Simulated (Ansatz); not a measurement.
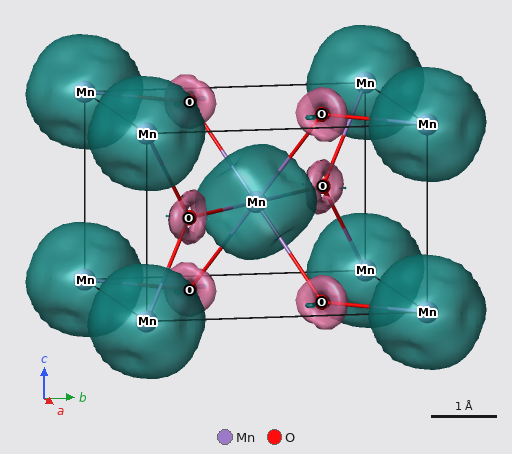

Figure. MnO₂. Isosurfaces of the spin density (up minus down) at +0.2 (teal) and −0.2 e/Å³ (pink), seen slightly off an axis. Sticks mark near contacts.

Space group P4₂/mnm; Hubbard U of 3.9 eV on Mn d only; spin-polarised.

These are results of Ansatz 0.2.0, DFT PBE+U, scalar-relativistic, plane waves, PAW, not measurements.

In a PAW calculation such maps are meaningful between the atoms, not at the nuclei.

```yaml
crystal:
  lattice:
    - [4.45573, 0.00000, 0.00000]
    - [0.00000, 4.45573, 0.00000]
    - [0.00000, 0.00000, 2.94336]
  atoms:
    - { symbol: Mn, position: [0.00000, 0.00000, 0.00000] }
    - { symbol: Mn, position: [0.50000, 0.50000, 0.50000] }
    - { symbol: O, position: [0.30609, 0.30609, 0.00000] }
    - { symbol: O, position: [0.19391, 0.80609, 0.50000] }
    - { symbol: O, position: [0.69391, 0.69391, 0.00000] }
    - { symbol: O, position: [0.80609, 0.19391, 0.50000] }
```

> Describe the spin distribution.

The spin density sits on Mn: +2.8 μB (×2) in one cell of 6 atoms, with smaller moments on other sites: O (up to −0.09 μB): parallel main moments (a ferromagnetic arrangement) in this solution. The cell of the calculation (6 atoms) carries 6.1 μB of net spin moment.
